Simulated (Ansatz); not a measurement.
Given this structure:

```cif
data_structure
_symmetry_space_group_name_H-M 'P 1'
_symmetry_Int_Tables_number 1
_cell_length_a 3.0102
_cell_length_b 3.0102
_cell_length_c 5.1967
_cell_angle_alpha 90.000
_cell_angle_beta 90.000
_cell_angle_gamma 120.000
_cell_volume 40.78
loop_
_atom_site_label
_atom_site_type_symbol
_atom_site_fract_x
_atom_site_fract_y
_atom_site_fract_z
_atom_site_occupancy
Hf1 Hf 0.66667 0.33333 0.75000 1
Hf2 Hf 0.33333 0.66667 0.25000 1
N1 N 0.00000 0.00000 0.00000 1
N2 N 0.00000 0.00000 0.50000 1
```

**What crystal do these data define?**

The formula is HfN. The atoms follow space group P6_3/mmc (No. 194); the Bravais lattice is primitive hexagonal. The arrangement is known as anti-NiAs type. Cell content 2 Hf, 2 N; Z = 2. Hf is linked to twelve Hf and six N (3.01 to 3.13 Å to Hf, 2.17 Å to N). Each N atom is coordinated by six Hf in an octahedral arrangement at 2.17 Å. The bonds build a three-dimensional framework.

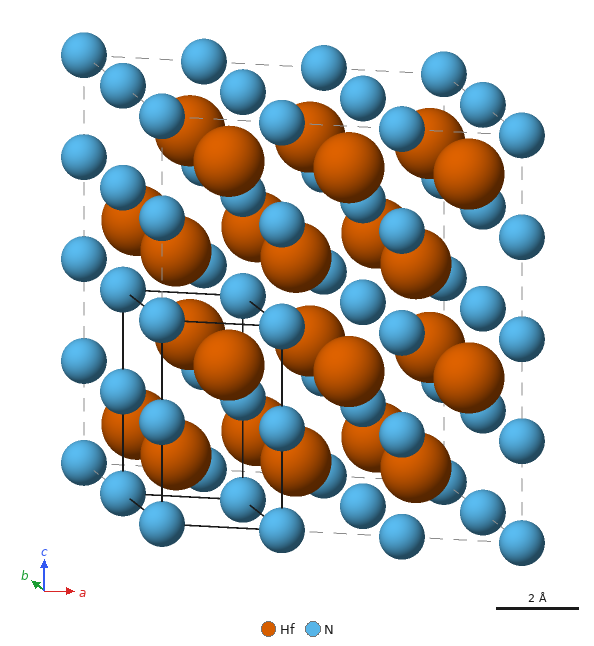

The image is a spheres-only drawing of a crystal, viewed slightly off an axis. The picture spans 3×2×2 cells, one conventional unit cell being drawn with solid lines.

Its origin is a structure listed in the Materials Project. It was relaxed with DFT PBEsol, scalar-relativistic, plane waves, PAW in Ansatz 0.2.0 under a constraint or pressure on the cell, so some stress remains.

At this level of theory the run's own cell isn't at rest (compressed, at 40 GPa), so its distances can differ from those at equilibrium, the more so the softer the solid.
